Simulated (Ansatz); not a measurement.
```
CELL_PARAMETERS angstrom
3.27115 0.00000 0.00000
0.00000 13.22067 0.00000
0.00000 0.00000 24.44300
ATOMIC_POSITIONS crystal
W 0.00000 0.75000 0.32751
Se 0.00000 0.37044 0.30323
Se 0.00000 0.12956 0.30323
W 0.50000 0.25000 0.34608
Se 0.50000 0.89032 0.33952
Se 0.50000 0.60968 0.33952
W 0.50000 0.75000 0.41826
Se 0.50000 0.37716 0.42259
Se 0.50000 0.12284 0.42259
W 0.00000 0.25000 0.46118
Se 0.00000 0.87588 0.46080
Se 0.00000 0.62412 0.46080
W 0.00000 0.75000 0.53882
Se 0.00000 0.37588 0.53920
Se 0.00000 0.12412 0.53920
W 0.50000 0.25000 0.58174
Se 0.50000 0.87716 0.57741
Se 0.50000 0.62284 0.57741
W 0.50000 0.75000 0.65392
Se 0.50000 0.39032 0.66048
Se 0.50000 0.10968 0.66048
W 0.00000 0.25000 0.67249
Se 0.00000 0.87044 0.69677
Se 0.00000 0.62956 0.69677
```

These are results of Ansatz, DFT PBEsol, scalar-relativistic, plane waves, PAW, not measurements.

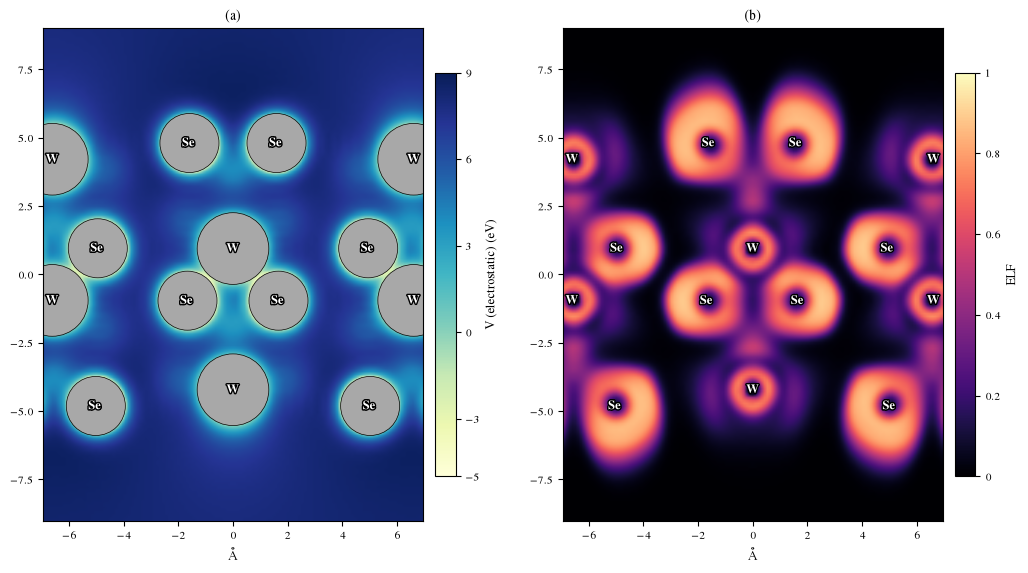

WSe2 (slab). (a) electrostatic potential (local pseudopotential plus Hartree) felt by an electron; (b) electron localisation function on the (100) plane of the calculation cell, a cut from vacuum to vacuum. Grey discs cover the atomic cores in the potential map.

Core electrons are frozen (PAW), and the valence fields are smoothed inside the atomic spheres.

> Interpret the plot.

- The section cuts through W and Se sites.
- W–Se (2.53 Å): the ELF is about 0.55 at the midpoint.
- The features right at W lie inside the PAW spheres, where the map follows smoothed inner orbitals and isn't to be read closely.

> Metal or insulator at this level of theory?

It is gapless in this calculation (a metal or semimetal).
